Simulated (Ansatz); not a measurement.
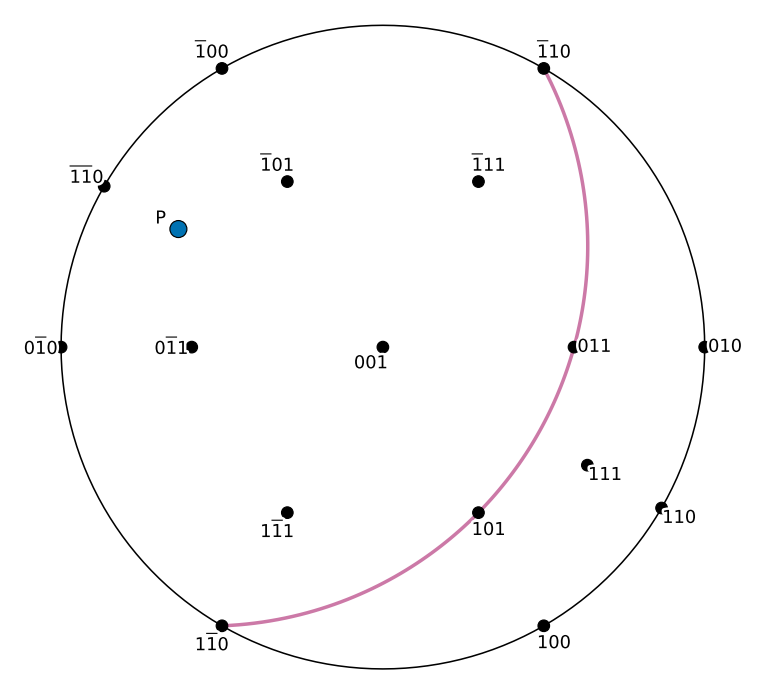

Stereographic projection of plane normals (upper hemisphere) centred on (0 0 1). Crystal: Os, coordinates from a relaxation at fixed volume with DFT PBE, scalar-relativistic, plane waves, PAW in Ansatz. Geometry calculated from the standardised cell; symmetry tolerance 0.002 Å.

a = 2.633 Å, b = 2.633 Å, c = 4.185 Å, α = 90.00°, β = 90.00°, γ = 120.00°.

**Index the pole marked P.**

P is (−1 −1 1), in four indices (−1 −1 2 1), 72.5° from the centre.

**Which zone does the coloured great circle trace?**

The zone [1 1 −1]: its poles satisfy h + k − l = 0.

**What is the angle between the normals of (1 −1 1) and (−1 0 0), and what are their d_hkl = 1/|g|?**

116.0°; d = 2.002 Å and 2.280 Å.
